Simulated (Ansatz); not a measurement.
**C: single-point calculation (part 1 of 2)**

System: C (R-3m, 64 atoms in the cell).
Method: DFT PBE, scalar-relativistic, plane waves, PAW, no spin polarisation (Ansatz 0.2.0).

The structure derives from an entry of the Crystallography Open Database.

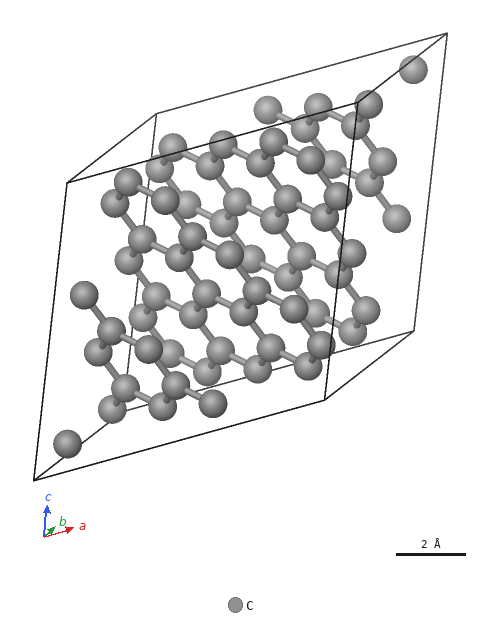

**Figure 1.** The structure (ball-and-stick view of the cell of the calculation, seen slightly off an axis). An atom can appear more than once, as a periodic image. Near neighbours in the periodic cell (some may lie outside the picture): C has 3 C at 1.42 Å.

Input file
```yaml
crystal:
  lattice:
    - [-4.912115, -2.836011, 6.694023]
    - [4.912115, -2.836011, 6.694023]
    - [0.0, 5.672022, 6.694023]
  atoms:
    - { symbol: C, position: [0.918, 0.168, 0.168] }
    - { symbol: C, position: [0.418, 0.168, 0.168] }
    - { symbol: C, position: [0.668, 0.418, 0.168] }
    - { symbol: C, position: [0.918, 0.668, 0.168] }
    - { symbol: C, position: [0.668, 0.168, 0.418] }
    - { symbol: C, position: [0.918, 0.418, 0.418] }
    - { symbol: C, position: [0.918, 0.168, 0.668] }
    - { symbol: C, position: [0.168, 0.418, 0.168] }
    - { symbol: C, position: [0.418, 0.668, 0.168] }
    - { symbol: C, position: [0.668, 0.918, 0.168] }
    - { symbol: C, position: [0.168, 0.168, 0.418] }
    - { symbol: C, position: [0.418, 0.418, 0.418] }
    - { symbol: C, position: [0.668, 0.668, 0.418] }
    - { symbol: C, position: [0.918, 0.918, 0.418] }
    - { symbol: C, position: [0.418, 0.168, 0.668] }
    - { symbol: C, position: [0.668, 0.418, 0.668] }
    - { symbol: C, position: [0.918, 0.668, 0.668] }
    - { symbol: C, position: [0.668, 0.168, 0.918] }
    - { symbol: C, position: [0.918, 0.418, 0.918] }
    - { symbol: C, position: [0.168, 0.918, 0.168] }
    - { symbol: C, position: [0.168, 0.668, 0.418] }
    - { symbol: C, position: [0.418, 0.918, 0.418] }
    - { symbol: C, position: [0.168, 0.418, 0.668] }
    - { symbol: C, position: [0.418, 0.668, 0.668] }
    - { symbol: C, position: [0.668, 0.918, 0.668] }
    - { symbol: C, position: [0.168, 0.168, 0.918] }
    - { symbol: C, position: [0.418, 0.418, 0.918] }
    - { symbol: C, position: [0.668, 0.668, 0.918] }
    - { symbol: C, position: [0.918, 0.918, 0.918] }
    - { symbol: C, position: [0.168, 0.918, 0.668] }
    - { symbol: C, position: [0.168, 0.668, 0.918] }
    - { symbol: C, position: [0.418, 0.918, 0.918] }
    - { symbol: C, position: [0.582, 0.082, 0.082] }
    - { symbol: C, position: [0.832, 0.332, 0.082] }
    - { symbol: C, position: [0.832, 0.082, 0.332] }
    - { symbol: C, position: [0.082, 0.082, 0.082] }
    - { symbol: C, position: [0.332, 0.332, 0.082] }
    - { symbol: C, position: [0.582, 0.582, 0.082] }
    - { symbol: C, position: [0.832, 0.832, 0.082] }
    - { symbol: C, position: [0.332, 0.082, 0.332] }
    - { symbol: C, position: [0.582, 0.332, 0.332] }
    - { symbol: C, position: [0.832, 0.582, 0.332] }
    - { symbol: C, position: [0.582, 0.082, 0.582] }
    - { symbol: C, position: [0.832, 0.332, 0.582] }
    - { symbol: C, position: [0.832, 0.082, 0.832] }
    - { symbol: C, position: [0.082, 0.582, 0.082] }
    - { symbol: C, position: [0.332, 0.832, 0.082] }
    - { symbol: C, position: [0.082, 0.332, 0.332] }
    - { symbol: C, position: [0.332, 0.582, 0.332] }
    - { symbol: C, position: [0.582, 0.832, 0.332] }
    - { symbol: C, position: [0.082, 0.082, 0.582] }
    - { symbol: C, position: [0.332, 0.332, 0.582] }
    - { symbol: C, position: [0.582, 0.582, 0.582] }
    - { symbol: C, position: [0.832, 0.832, 0.582] }
    - { symbol: C, position: [0.332, 0.082, 0.832] }
    - { symbol: C, position: [0.582, 0.332, 0.832] }
    - { symbol: C, position: [0.832, 0.582, 0.832] }
    - { symbol: C, position: [0.082, 0.832, 0.332] }
    - { symbol: C, position: [0.082, 0.582, 0.582] }
    - { symbol: C, position: [0.332, 0.832, 0.582] }
    - { symbol: C, position: [0.082, 0.332, 0.832] }
    - { symbol: C, position: [0.332, 0.582, 0.832] }
    - { symbol: C, position: [0.582, 0.832, 0.832] }
    - { symbol: C, position: [0.082, 0.832, 0.832] }
basis:
  ecutwfc: 420
  fft_grid_basis: typed
kpoints:
  mp_grid: { grid: [3, 3, 3] }
hamiltonian:
  xc: pbe
  pseudopotentials: { kind: paw }
scf:
  occupations: { method: gaussian, width: 0.05 }
output:
  forces: true
  stress: false
  eigenvalues: true
  bader: false
  write_density: true
  volumetric_format: npy
```

Machine: 4 threads of Arm Neoverse N1, 98 GiB of memory available, shared host.

Run as:
```bash
ansatz run input.yaml --threads 4 --pin off --max-ram 10240MiB --backend cpu --events-out ev --progress --plain --runs-dir out
```

Log
```
Engine: ansatz 0.2.0, aarch64-unknown-linux-gnu
Pseudopotentials: kind: paw
Pseudopotential: C, paw, valence charge 4, recommended cutoff 420 eV (normal), C.paw.azcp
Functional definition: PBE
  parameter kappa = 0.804
  parameter beta = 0.06672455060314922
  exchange = pbe_x(kappa = kappa, mu = beta*pi^2/3)
  correlation = pbe_c(beta = beta)
Crystal: 64 atoms, lattice volume = 559.519 Å³
Basis set: ecut = 420 eV, 10931 PW (Γ), exchange–correlation on 120×120×120 points (8 copies of the dense FFT grid, shifted against one another)
Bands: 192, of which v1, the nominal top of the filled ones, is band 128 counted from 1 (127 counted from 0)
Symmetry: 384 space group operations
Space group: R-3m (ITA 166), of the structure as read, at distance tolerance 8.2e-5 Å
k-points: 6 of 27
Non-local potential: C, projectors of the file, l = 0: 2, l = 1: 2, l = 2: 1
PAW form: soft (Blöchl's): semilocal exchange-correlation on the pseudo side does not see the compensation charge
PAW one-centre angular grid: C, 110 points (default); XC on 64 Gauss nodes
Initial density: superposition of atomic densities (neutral atoms: chi_scale 0, normalization atom), corrected by the library's trained network
Initial wavefunctions: pseudopotential atomic-orbital guess
Functional: x = pbe(κ = 0.804, μ = 0.2195149727645171), c = pbe(β = 0.06672455060314922)
SCF iter   1: F=—  HF=-16058.593086 eV  |F-HF|=—  |Δ(HF+E_count)|=         —  Δρ=2.35e-3  dr2=2.48e-2  ethr=1.77e-3  ⟨swp⟩=7.3  Hψ=5559  notcnv=0  defer=166
preconditioner: auto → Resta (q_TF=auto, 2.395 Å⁻¹)  ε∞=3.6  [insulator: Δε(μ)=0.747 eV  Ē_g=15.720 eV  σ=0.050 eV  W_gap=1.00  n_scr=130 (ndim 8)  ℏωp=25.1 eV  f_vac=0.002  D(μ)=0.00/eV (n_scr^D=0)  ε∞_Penn≈3.6]
SCF iter   2: F=—  HF=-16058.598370 eV  |F-HF|=—  |Δ(HF+E_count)|=   5.28e-3  Δρ=1.29e-3  dr2=8.11e-3  ethr=9.70e-6  ⟨swp⟩=2.0  Hψ=1876  notcnv=0  defer=232
SCF iter   3: F=—  HF=-16058.601204 eV  |F-HF|=—  |Δ(HF+E_count)|=   2.83e-3  Δρ=2.11e-4  dr2=1.17e-4  ethr=3.17e-6  ⟨swp⟩=2.0  Hψ=1576  notcnv=0  defer=9
automatic band count: iteration 3 solves 148 bands in place of 192: the levels show a gap, and the empty bands left out lie too high to hold charge; the band table lists the bands solved (type scf.n_extra_bands for more)
SCF iter   4: F=—  HF=-16058.601274 eV  |F-HF|=—  |Δ(HF+E_count)|=   7.00e-5  Δρ=4.47e-5  dr2=1.75e-5  ethr=4.57e-8  ⟨swp⟩=2.0  Hψ=1576  notcnv=0  defer=9
SCF iter   5: F=—  HF=-16058.601700 eV  |F-HF|=—  |Δ(HF+E_count)|=   4.26e-4  Δρ=1.45e-5  dr2=1.65e-6  ethr=6.85e-9  ⟨swp⟩=2.3  Hψ=1447  notcnv=0  defer=9
SCF iter   6: F=-16058.601700 eV  HF=-16058.601700 eV  |F-HF|=2.20e-8  |Δ(HF+E_count)|=   2.49e-8  Δρ=3.19e-6  dr2=7.32e-8  ethr=3.91e-11  ⟨swp⟩=8.8  Hψ=4605  notcnv=0
SCF 1 converged in 6 iterations: F = -16058.601700 eV  dr2 = 7.32e-8
  greatest PAW one-centre occupation: 0.675 electrons in one spin orbital (limit 2), on the C atom at site 31 (counted from 0), in its partial waves of l = 0
```

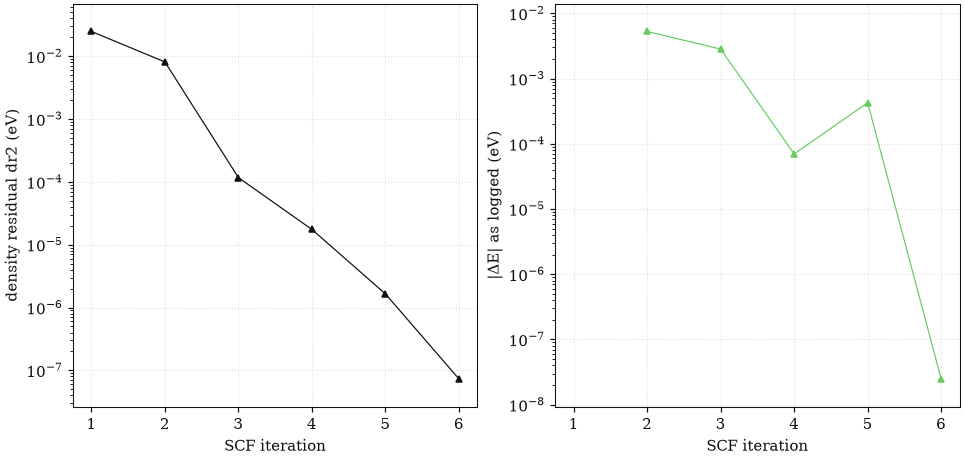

**Figure 2.** Convergence of the self-consistent field: density residual dr2 and size of the energy change against the SCF iteration. The residual falls at every step.

```
SCF converged after 6 iterations
Free energy (F): -16058.601700 eV
Harris-Foulkes:  -16058.601700 eV  (|F-HF|=2.20e-8)
Internal energy: -16058.601700 eV  (E = F + TS)
E sigma→0 (E₀):  -16058.601700 eV
Fermi energy:    7.089671 eV
--- Per-component energies (eV) ---
  E_band       = -528.762399
  E_kinetic    = 5838.406377
  E_local      = -9765.900451  (includes V_loc(G=0)·N_el)
  E_nonlocal   = 1752.480657
  E_hartree    = 2947.799033
  E_xc         = -3078.308087
  E_vxc        = -3811.938654  (∫ρ·V_xc dr)
  E_paw        = -6359.635226  (= ΣΔE_a)
  E_vpaw       = -437.381706  (= ΣTr[D̂ρ^β])
  E_aug_tail   = 0.000506  (compensation charges beyond the density's cutoff)
  E_ewald      = -7393.444507
  E_smearing   = -0.000000  (= −TS)
  E_closure    = 0.000000  (closes the sum)
  Σ components = -16058.601700   (vs F -16058.601700, Δ=0.00e0)
--- Forces (eV/Å), atoms counted from 1 ---
  atom   1  C      0.00000000     0.00000000    -0.85863830
  atom   2  C      0.00000000     0.00000000    -0.85863830
  atom   3  C      0.00000000     0.00000000    -0.85863830
  atom   4  C     -0.00000000     0.00000000    -0.85863830
  atom   5  C      0.00000000     0.00000000    -0.85863830
  atom   6  C     -0.00000000     0.00000000    -0.85863830
  atom   7  C      0.00000000     0.00000000    -0.85863830
  atom   8  C      0.00000000    -0.00000000    -0.85863830
  atom   9  C     -0.00000000     0.00000000    -0.85863830
  atom  10  C     -0.00000000     0.00000000    -0.85863830
  atom  11  C      0.00000000    -0.00000000    -0.85863830
  atom  12  C     -0.00000000     0.00000000    -0.85863830
  atom  13  C     -0.00000000     0.00000000    -0.85863830
  atom  14  C      0.00000000     0.00000000    -0.85863830
  atom  15  C      0.00000000     0.00000000    -0.85863830
  atom  16  C      0.00000000     0.00000000    -0.85863830
  atom  17  C      0.00000000     0.00000000    -0.85863830
  atom  18  C     -0.00000000     0.00000000    -0.85863830
  atom  19  C      0.00000000     0.00000000    -0.85863830
  atom  20  C      0.00000000     0.00000000    -0.85863830
  atom  21  C      0.00000000     0.00000000    -0.85863830
  atom  22  C      0.00000000     0.00000000    -0.85863830
  atom  23  C      0.00000000     0.00000000    -0.85863830
  atom  24  C      0.00000000     0.00000000    -0.85863830
  atom  25  C     -0.00000000     0.00000000    -0.85863830
  atom  26  C      0.00000000     0.00000000    -0.85863830
  atom  27  C      0.00000000     0.00000000    -0.85863830
  atom  28  C      0.00000000     0.00000000    -0.85863830
  atom  29  C      0.00000000     0.00000000    -0.85863830
  atom  30  C      0.00000000     0.00000000    -0.85863830
  atom  31  C      0.00000000     0.00000000    -0.85863830
  atom  32  C      0.00000000     0.00000000    -0.85863830
  atom  33  C     -0.00000000    -0.00000000     0.85863830
  atom  34  C     -0.00000000    -0.00000000     0.85863830
  atom  35  C     -0.00000000    -0.00000000     0.85863830
  atom  36  C     -0.00000000    -0.00000000     0.85863830
  atom  37  C      0.00000000    -0.00000000     0.85863830
  atom  38  C     -0.00000000    -0.00000000     0.85863830
  atom  39  C     -0.00000000    -0.00000000     0.85863830
  atom  40  C     -0.00000000    -0.00000000     0.85863830
  atom  41  C      0.00000000    -0.00000000     0.85863830
  atom  42  C     -0.00000000     0.00000000     0.85863830
  atom  43  C     -0.00000000    -0.00000000     0.85863830
  atom  44  C     -0.00000000    -0.00000000     0.85863830
  atom  45  C     -0.00000000    -0.00000000     0.85863830
  atom  46  C     -0.00000000    -0.00000000     0.85863830
  atom  47  C      0.00000000    -0.00000000     0.85863830
  atom  48  C     -0.00000000    -0.00000000     0.85863830
  atom  49  C     -0.00000000    -0.00000000     0.85863830
  atom  50  C     -0.00000000    -0.00000000     0.85863830
  atom  51  C     -0.00000000    -0.00000000     0.85863830
  atom  52  C     -0.00000000    -0.00000000     0.85863830
  atom  53  C     -0.00000000     0.00000000     0.85863830
  atom  54  C      0.00000000    -0.00000000     0.85863830
  atom  55  C      0.00000000    -0.00000000     0.85863830
  atom  56  C      0.00000000    -0.00000000     0.85863830
  atom  57  C     -0.00000000     0.00000000     0.85863830
  atom  58  C     -0.00000000    -0.00000000     0.85863830
  atom  59  C      0.00000000    -0.00000000     0.85863830
  atom  60  C      0.00000000    -0.00000000     0.85863830
  atom  61  C     -0.00000000    -0.00000000     0.85863830
  atom  62  C     -0.00000000    -0.00000000     0.85863830
  atom  63  C     -0.00000000    -0.00000000     0.85863830
  atom  64  C     -0.00000000    -0.00000000     0.85863830
  max |Σ_I F_I| component: 2.99e-14 eV/Å
--- Band table (eV; the first three rows and the last of 6) ---
```
